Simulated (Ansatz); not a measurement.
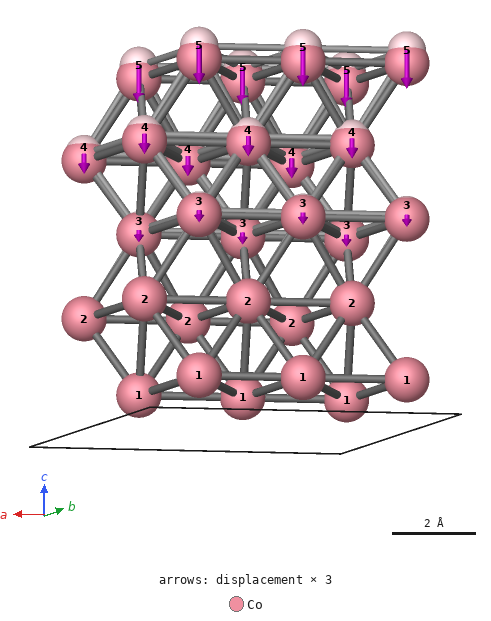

A constrained relaxation of a slab of composition Co. The starting structure is drawn faded, the final one solid; purple arrows show the displacements, magnified 3 times.

A ball-and-stick model of the 3 × 2 repeat of the cell, outlined in the plane, without the vacuum, seen from a free direction.

The slab is the (0 0 1) face of Co. The run lets the atoms move in a fixed cell, from this start: the (0 0 1) slab of Co, cut from the database cell, not relaxed. 2 atoms are held fixed.

These are results of Kohn-Sham DFT of a periodic cell, PBEsol, Ansatz PAW (Ansatz 0.2.0), not measurements.

Input file:
```yaml
crystal:
  lattice:
    - [2.5190008694, 0.0, 0.0]
    - [-1.2595004347, 2.1815187451, 0.0]
    - [0.0, 0.0, 23.182]
  atoms:
    - { symbol: Co, position: [0.3333333333, 0.6666666666, 0.3235268743], spin: 2.0 }
    - { symbol: Co, position: [0.6666666667, 0.3333333334, 0.4117634371], spin: 2.0 }
    - { symbol: Co, position: [0.3333333333, 0.6666666666, 0.5], spin: 2.0 }
    - { symbol: Co, position: [0.6666666667, 0.3333333334, 0.5882365629], spin: 2.0 }
    - { symbol: Co, position: [0.3333333333, 0.6666666666, 0.6764731257], spin: 2.0 }
hamiltonian:
  xc: pbesol
  pseudopotentials: { kind: paw }
magnetization:
  spin_polarized: true
kpoints:
  mp_grid: { grid: [12, 12, 1] }
scf:
  occupations: { method: fermi_dirac, width: 0.05 }
output:
  forces: true
  eigenvalues: true
relax:
  f_tol: 0.02
  max_steps: 40
  constraints: [{ sites: [0, 1] }]
efield:
  axis: 3
  dipole_correction: true
  ramp_width: 0.04
```

Launched with:
```bash
ansatz run input.yaml --threads 4 --pin off --max-ram 11264MiB --backend cpu --events-out ev --progress --plain --runs-dir out
```

> Describe the change and its energy.

The largest move is that of Co5, 0.32 Å along the normal (−c). The cell doesn't change. Near-neighbour distances that change, for instance: Co4–Co5 2.510 → 2.388 Å, Co2–Co3 2.510 → 2.431 Å, Co3–Co4 2.510 → 2.454 Å. Over 3 accepted moves (4 points after the start) the energy falls by 0.120 eV per cell of the calculation. Largest force component: 0.86 eV/Å at the start, 0.0026 eV/Å at the end. 1 step only repeated the SCF at the same geometry. The run took 50 s on 4 threads of Intel(R) Xeon(R) Platinum 8175M CPU @ 2.50GHz (Skylake/Cascade Lake), with other jobs on the host, peak memory 0.66 GiB.

Limits of the set-up: only the magnetic order of this start and cell was tried (total moment 8.5 μB per cell).
